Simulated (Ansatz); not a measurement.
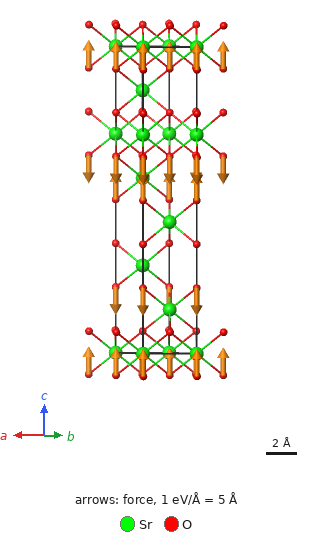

Starting geometry of solid SrO (a generated structure, set up in P-3m1) with the computed forces as orange arrows. A ball-and-stick model of the cell of the calculation, seen from a free direction.

Case: stacking ABCBCAC.

The calculation used DFT r2SCAN, scalar-relativistic, plane waves, PAW (Ansatz).

Input
```yaml
crystal:
  lattice:
    - [3.6486256868, 0.0, 0.0]
    - [-1.8243128434, 3.1598025336, 0.0]
    - [0.0, 0.0, 20.8534151812]
  atoms:
    - { symbol: Sr, position: [0.0, 0.0, 0.0] }
    - { symbol: O, position: [0.6666666667, 0.3333333333, 0.0714285714] }
    - { symbol: Sr, position: [0.3333333333, 0.6666666667, 0.1428571429] }
    - { symbol: O, position: [0.0, 0.0, 0.2142857143] }
    - { symbol: Sr, position: [0.6666666667, 0.3333333333, 0.2857142857] }
    - { symbol: O, position: [0.0, 0.0, 0.3571428571] }
    - { symbol: Sr, position: [0.3333333333, 0.6666666667, 0.4285714286] }
    - { symbol: O, position: [0.0, 0.0, 0.5] }
    - { symbol: Sr, position: [0.6666666667, 0.3333333333, 0.5714285714] }
    - { symbol: O, position: [0.3333333333, 0.6666666667, 0.6428571429] }
    - { symbol: Sr, position: [0.0, 0.0, 0.7142857143] }
    - { symbol: O, position: [0.3333333333, 0.6666666667, 0.7857142857] }
    - { symbol: Sr, position: [0.6666666667, 0.3333333333, 0.8571428571] }
    - { symbol: O, position: [0.3333333333, 0.6666666667, 0.9285714286] }
basis:
  ecutwfc: 500
kpoints:
  mp_grid: { grid: [6, 6, 2] }
hamiltonian:
  xc: r2scan
scf:
  occupations: { method: gaussian, width: 0.02 }
output:
  forces: true
  stress: true
  eigenvalues: true
  populations: true
relax:
  adjacent_minimum: "off"
  f_tol: 0.01
  max_steps: 45
  cell: { stress_tol: 0.05 }
```

Launched with:
```bash
ansatz run input.yaml --threads 1 --pin off --max-ram 2560MiB --backend cpu --events-out ev --progress --plain --runs-dir out
```

What follows when this structure is relaxed?

Answer. It isn't relaxed: the largest force vector, on O atoms, is 0.38 eV/Å. The atoms end up moving mostly along the starting forces (cosine between the two patterns 0.87). Over 4 accepted moves (5 points after the start) the energy falls by 0.181 eV per cell of the calculation. The largest force component goes from 0.38 to 0.0078 eV/Å. Pressure: −0.44 GPa at the start and 0.00 GPa at the end. At 1 point the geometry stayed and the basis and grid were re-selected for the new cell (energy shift of 0.6 meV per cell of the calculation at most each time). The largest moves relative to the cell, 0.049 Å, are those of O4 and O14. O4 goes along −c. By element the largest moves are O 0.049 Å, Sr 0.029 Å. The volume changes by −0.7 %, with a = b 3.649 → 3.588 Å (−1.7 %), c 20.853 → 21.407 Å (+2.7 %). Near-neighbour distances that change, for instance: Sr11–Sr11 3.649 → 3.588 Å, O2–Sr3 2.580 → 2.561 Å, O10–Sr11 2.580 → 2.587 Å. Bond angles that change, for instance: O12–Sr13–O14 70.5° → 73.5°, Sr11–O12–Sr11 90.0° → 87.9°, Sr11–O12–Sr13 90.0° → 92.1°. The space group stays P-3m1 (No. 164). The run took 120 s on 1 thread of Intel(R) Xeon(R) 6975P-C (Granite Rapids) (shared host), peak memory 1.1 GiB.
